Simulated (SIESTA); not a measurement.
## A series of single points on CdSe

System: CdSe (F-43m, 2 atoms in the cell).
Method: Kohn-Sham DFT of a periodic cell, PBE, PseudoDojo 0.5 standard NC, numerical atomic orbitals, no spin polarisation (SIESTA 5.4.2).

The 7 runs differ only in the geometry, by an even scaling of the cell at fixed fractional positions. The structure derives from a Materials Project entry.

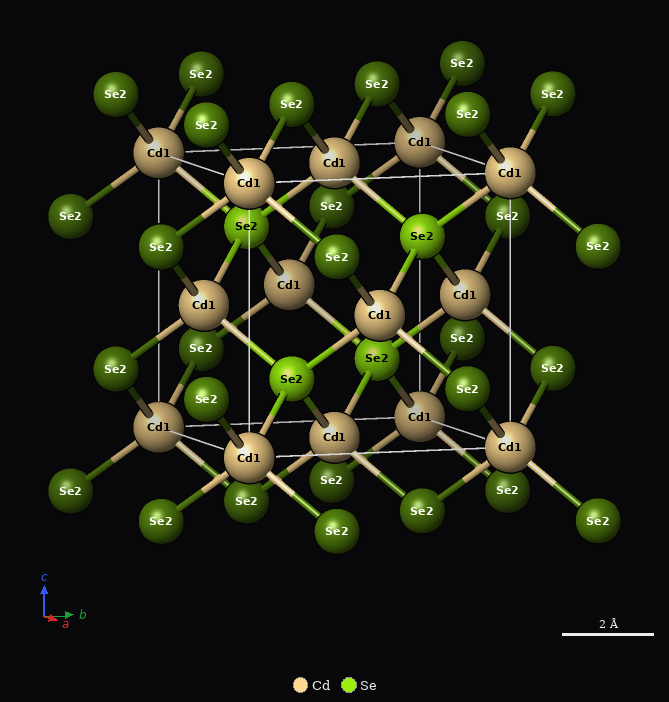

Figure 1. The structure of run 4 (ball-and-stick view of the cell 4 times as large as that of the calculation, set on its symmetry axes, seen slightly off an axis; neighbours outside the cell are drawn fainter; atoms are numbered from 1 in the order of the input).

## Input of run 4
```
SystemName                      CdSe
SystemLabel                     CdSe
NumberOfSpecies                 2
NumberOfAtoms                   2
%block ChemicalSpeciesLabel
  1  48 Cd
  2  34 Se
%endblock ChemicalSpeciesLabel

LatticeConstant                 1.0 Ang
%block LatticeVectors
     0.0000000000     3.0702711986     3.0702711986
     3.0702711986     0.0000000000     3.0702711986
     3.0702711986     3.0702711986     0.0000000000
%endblock LatticeVectors
AtomicCoordinatesFormat         Fractional
%block AtomicCoordinatesAndAtomicSpecies
     0.0000000000     0.0000000000     0.0000000000  1  Cd
     0.2500000000     0.2500000000     0.2500000000  2  Se
%endblock AtomicCoordinatesAndAtomicSpecies

%block kgrid.MonkhorstPack
    8   0   0  0.0
    0   8   0  0.0
    0   0   8  0.0
%endblock kgrid.MonkhorstPack
XC.Functional                   GGA
XC.Authors                      PBE
PAO.BasisSize                   DZP
PAO.EnergyShift                 0.002 Ry
Mesh.Cutoff                     800 Ry
OccupationFunction              FD
ElectronicTemperature           0.05 eV
MaxSCFIterations                120
SCF.MustConverge                false
SCF.Mixer.Method                Pulay
SCF.Mixer.Weight                0.25
SCF.Mixer.History               8
SCF.DM.Tolerance                5.0e-05
SCF.H.Tolerance                 1.0e-03 eV
WriteForces                     true
Charge.Mulliken                 end
```

Command:
```bash
siesta < CdSe.fdf > CdSe.out 2>&1
```

Run 6 differs from it as follows:
```diff
-     0.0000000000     3.0702711986     3.0702711986
-     3.0702711986     0.0000000000     3.0702711986
-     3.0702711986     3.0702711986     0.0000000000
+     0.0000000000     3.1106741371     3.1106741371
+     3.1106741371     0.0000000000     3.1106741371
+     3.1106741371     3.1106741371     0.0000000000
```

## Results, with one run withheld

```tsv
run	volume per atom (Å³)	free energy per atom, from the lowest run given (meV)	pressure (GPa)	gap on the mesh (eV)
1	27.206	48.21	6.06	0.98
2	27.784	29.05	4.62	0.93
3	28.363	14.90	3.26	0.87
4	28.942	5.86	2.04	0.81
5	29.521	0.42	0.99	0.76
6	30.100	?	?	?
7	30.679	0.00	−0.81	0.66
```

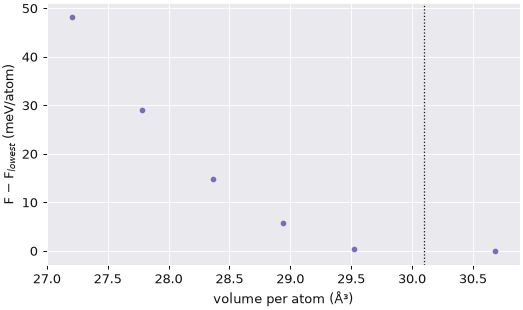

Figure 2. Free energy per atom of the runs given; the dotted line marks run 6.

What should run 6 give?

A cubic polynomial in V^(−2/3) (the Birch–Murnaghan form), fitted to the 6 runs given, misses them by at most 0.14 meV per atom. With x = V^(−2/3) − 0.10665 Å⁻², it reads F = 8.9184 + 6163.9 x + 9.6434e+05 x² + 1.0203e+07 x³ (meV per atom). At run 6 it gives −1.29 meV per atom, and the run itself gives −1.41. The slope of the fit gives a pressure −dF/dV of 0.05 GPa there, and the run prints 0.05 GPa. The fit has its minimum at 30.131 Å³ per atom, where V d²F/dV² gives 43.4 GPa: the bulk modulus at this level, since symmetry fixes the shape and the positions. The gap on the mesh goes, without turning, from 0.98 eV in run 1 to 0.66 eV in run 7; run 6 has 0.71 eV. These are gaps of this functional on this mesh, which can miss the band edges; they aren't the measured gap.

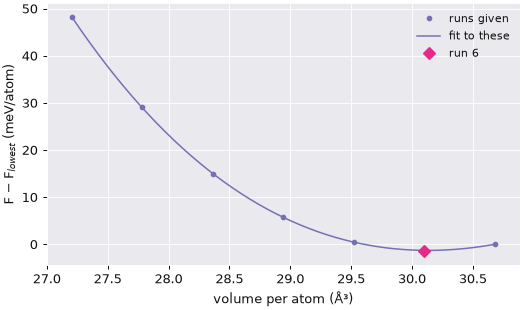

Figure 3. The fit and the withheld run.

## Some lines of the output (run 6)
```
[...]
outcell: Cell volume (Ang**3)        :     60.1996
stepf: Fermi-Dirac step function
siesta: Etot    =     -8069.194188
siesta: FreeEng =     -8069.194188
        iscf     Eharris(eV)        E_KS(eV)     FreeEng(eV)     dDmax    Ef(eV) dHmax(eV)
siesta: E_KS(eV) =            -8070.4904
siesta: E_KS - E_eggbox =     -8070.4904
siesta: Etot    =     -8070.490438
siesta: FreeEng =     -8070.490445
siesta:         Fermi =      -4.627581
siesta: Cell volume =         60.199592 Ang**3
    Orbital volume contribution        =           1.790459 eV
```

Notes: With a small basis of atomic orbitals these values can differ much from converged plane-wave results.
